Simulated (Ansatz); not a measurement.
## Energy of Al2Cu along a strain of the cell

System: Al2Cu (3 atoms in the cell).
Method: DFT PBEsol, scalar-relativistic, plane waves, PAW, PAW set soft_1, no spin polarisation (Ansatz 0.2.0).

The 6 runs differ only in the geometry, by a strain of the cell at fixed fractional positions. Against run 4, the strain is εxx = −0.52 η, εyy = −0.52 η and εzz = η. The structure derives from a Materials Project entry.

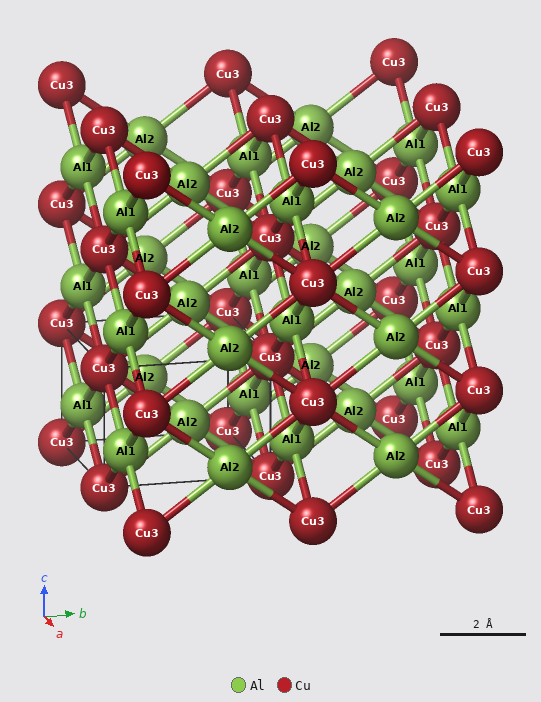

Figure 1. The structure of run 4 (ball-and-stick view of the cell of the calculation, repeated 2 × 2 × 3, seen slightly off an axis; atoms are numbered from 1 in the order of the input). An atom can appear more than once, as a periodic image.

## Input of run 4
```yaml
crystal:
  lattice:
    - [4.0366268726, 0.0, 0.0]
    - [0.0, 4.0366268726, 0.0]
    - [0.0, 0.0, 2.91220372]
  atoms:
    - { symbol: Al, position: [0.5, 0.0, 0.5] }
    - { symbol: Al, position: [0.0, 0.5, 0.5] }
    - { symbol: Cu, position: [0.0, 0.0, 0.0] }
basis:
  ecutwfc: 520.0
kpoints:
  mp_grid: { grid: [10, 10, 14] }
hamiltonian:
  xc: pbesol
  pseudopotentials: { kind: paw, azcp: { folder: soft_1 } }
scf:
  occupations: { method: gaussian, width: 0.15 }
output:
  forces: true
  stress: true
  eigenvalues: true
```

Command:
```bash
ansatz run input.yaml --threads 2 --pin off --max-ram 4096MiB --backend cpu --events-out ev --progress --plain --runs-dir out
```

Lattice vectors (Å) and fractional positions of run 4:
```
   4.036627    0.000000    0.000000
   0.000000    4.036627    0.000000
   0.000000    0.000000    2.912204
Al  0.500000  0.000000  0.500000
Al  0.000000  0.500000  0.500000
Cu  0.000000  0.000000  0.000000
```

Run 2 differs from it as follows:
```diff
-    - [4.0366268726, 0.0, 0.0]
-    - [0.0, 4.0366268726, 0.0]
-    - [0.0, 0.0, 2.91220372]
+    - [4.1795741489, 0.0, 0.0]
+    - [0.0, 4.1795741489, 0.0]
+    - [0.0, 0.0, 2.7129911133]
```

## Results, with one run withheld

| run | strain parameter η (%) | free energy per atom, from the lowest run given (meV) | pressure (GPa) |
| --- | --- | --- | --- |
| 1 | −9.1176 | 28.87 | 2.00 |
| 2 | −6.8406 | ? | ? |
| 3 | −4.5539 | 0.00 | 0.34 |
| 4 | 0.0000 | 0.87 | 0.14 |
| 5 | 2.2867 | 13.48 | 0.52 |
| 6 | 4.5637 | 32.10 | 1.16 |

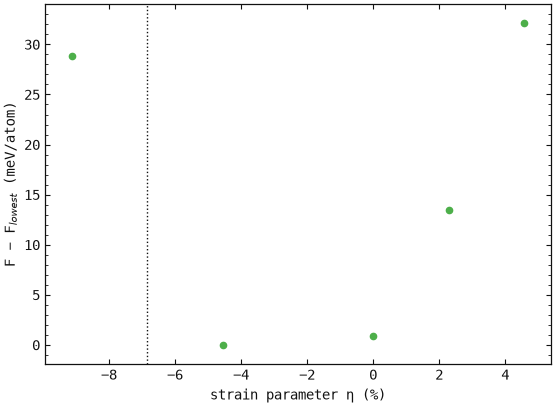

Figure 2. Free energy per atom of the runs given; the dotted line marks run 2.

Fit the runs given and predict run 2.

A cubic polynomial in the coordinate, fitted to the 5 runs given, misses them by at most 0.38 meV per atom. With x = η + 1.3642, it reads F = −2.3067 + 1.6163 x + 0.71752 x² − 0.0012855 x³ (meV per atom). At run 2 it gives 10.57 meV per atom, and the run itself gives 9.62. The fit has its minimum at η = −2.4871 %. The fit misses that run by 0.95 meV per atom.

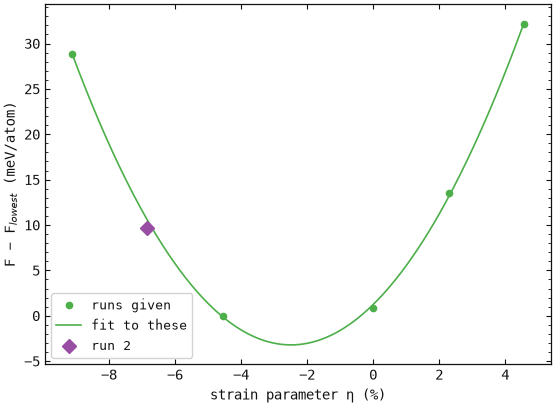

Figure 3. The fit and the withheld run.

## Output, shortened to warnings, some set-up lines, iterations and results (run 2)
```
Warning: [file] the record states the generating functional pbe (its physics header spells it `PBE`), which answers neither for hamiltonian.xc's functional nor for the pbesol family's — results may be inconsistent (PPs are generated against a specific XC)
Warning: [file] the record states the generating functional pbe (its physics header spells it `PBE`), which answers neither for hamiltonian.xc's functional nor for the pbesol family's — results may be inconsistent (PPs are generated against a specific XC)
Basis set: ecut = 520 eV, 1267 PW (Γ), exchange–correlation on 64×64×48 points (8 copies of the dense FFT grid, shifted against one another)
Symmetry: 16 space group operations
k-points: 168 of 1400
Initial density: superposition of atomic densities (chi_scale 0.1, normalization cell, long waves kept (reshape's long-wave potential 0.00 eV rms))
[...]
SCF iter   1: F=—  HF=-7641.461446 eV  |F-HF|=—  |Δ(HF+E_count)|=         —  Δρ=3.21e-1  dr2=3.43e1  ethr=3.10e-3  ⟨swp⟩=5.2  Hψ=13864  notcnv=0
SCF iter   2: F=—  HF=-7638.659014 eV  |F-HF|=—  |Δ(HF+E_count)|=    2.80e0  Δρ=1.11e-1  dr2=4.91e0  ethr=3.10e-3  ⟨swp⟩=2.2  Hψ=7079  notcnv=0  defer=15
SCF iter   3: F=—  HF=-7638.080731 eV  |F-HF|=—  |Δ(HF+E_count)|=   5.78e-1  Δρ=4.96e-2  dr2=1.14e0  ethr=3.10e-3  ⟨swp⟩=2.0  Hψ=4871  notcnv=0  defer=26
SCF iter   4: F=—  HF=-7637.944154 eV  |F-HF|=—  |Δ(HF+E_count)|=   1.37e-1  Δρ=1.27e-2  dr2=1.18e-1  ethr=3.10e-3  ⟨swp⟩=2.4  Hψ=4149  notcnv=0  defer=26
SCF iter   5: F=—  HF=-7637.929694 eV  |F-HF|=—  |Δ(HF+E_count)|=   1.45e-2  Δρ=1.08e-3  dr2=3.85e-4  ethr=4.73e-4  ⟨swp⟩=2.7  Hψ=5653  notcnv=0  defer=27
SCF iter   6: F=—  HF=-7637.930358 eV  |F-HF|=—  |Δ(HF+E_count)|=   6.64e-4  Δρ=4.13e-4  dr2=1.60e-4  ethr=1.54e-6  ⟨swp⟩=2.0  Hψ=4937  notcnv=0  defer=27
SCF iter   7: F=—  HF=-7637.930306 eV  |F-HF|=—  |Δ(HF+E_count)|=   5.14e-5  Δρ=1.08e-4  dr2=8.89e-6  ethr=6.39e-7  ⟨swp⟩=2.0  Hψ=4174  notcnv=0  defer=27
SCF iter   8: F=—  HF=-7637.930285 eV  |F-HF|=—  |Δ(HF+E_count)|=   2.10e-5  Δρ=3.58e-5  dr2=1.09e-6  ethr=3.56e-8  ⟨swp⟩=2.4  Hψ=4428  notcnv=0  defer=27
SCF iter   9: F=—  HF=-7637.930285 eV  |F-HF|=—  |Δ(HF+E_count)|=   9.85e-8  Δρ=1.32e-5  dr2=1.14e-7  ethr=4.37e-9  ⟨swp⟩=1.8  Hψ=3195  notcnv=0  defer=27
SCF iter  10: F=-7637.930285 eV  HF=-7637.930285 eV  |F-HF|=1.13e-8  |Δ(HF+E_count)|=   1.72e-8  Δρ=2.55e-6  dr2=3.60e-9  ethr=4.00e-10  ⟨swp⟩=5.0  Hψ=9783  notcnv=0
SCF 1 converged in 10 iterations: F = -7637.930285 eV  dr2 = 3.60e-9
SCF converged after 10 iterations
Free energy (F): -7637.930285 eV
Harris-Foulkes:  -7637.930285 eV  (|F-HF|=1.13e-8)
Internal energy: -7637.921435 eV  (E = F + TS)
E sigma→0 (E₀):  -7637.925860 eV
Entropy (-TS):   -0.008850 eV (-2.950 meV/atom)
Fermi energy:    9.555334 eV
--- Per-component energies (eV) ---
  E_band       = -495.358200
  E_kinetic    = 309.256024
  E_local      = -6692.038048  (includes V_loc(G=0)·N_el)
  E_nonlocal   = 905.481047
  E_hartree    = 2935.419229
  E_xc         = -144.639744
  E_vxc        = -149.255977  (∫ρ·V_xc dr)
  E_paw        = -2688.216260  (= ΣΔE_a)
  E_vpaw       = -739.644801  (= ΣTr[D̂ρ^β])
  E_aug_tail   = 0.000368  (compensation charges beyond the density's cutoff)
  E_ewald      = -2263.428532
  E_core_change = 0.244481  (= ΣΔE_core)
  E_smearing   = -0.008850  (= −TS)
  E_closure    = -0.000000  (closes the sum)
  Σ components = -7637.930285   (vs F -7637.930285, Δ=0.00e0)
--- Forces (eV/Å), atoms counted from 1 ---
  atom   1  Al    -0.00000000     0.00000000     0.00000000
  atom   2  Al     0.00000000     0.00000000     0.00000000
  atom   3  Cu    -0.00000000    -0.00000000     0.00000000
  max |Σ_I F_I| component: 2.05e-30 eV/Å
--- Stress (GPa, compression-positive) ---
       -0.864789       0.000000       0.000000
        0.000000      -0.864789       0.000000
        0.000000       0.000000       4.591347
  P = ⅓ Tr σ = 0.9539 GPa (9.539 kbar)
```

The program warns: the PAW datasets were made with another functional.
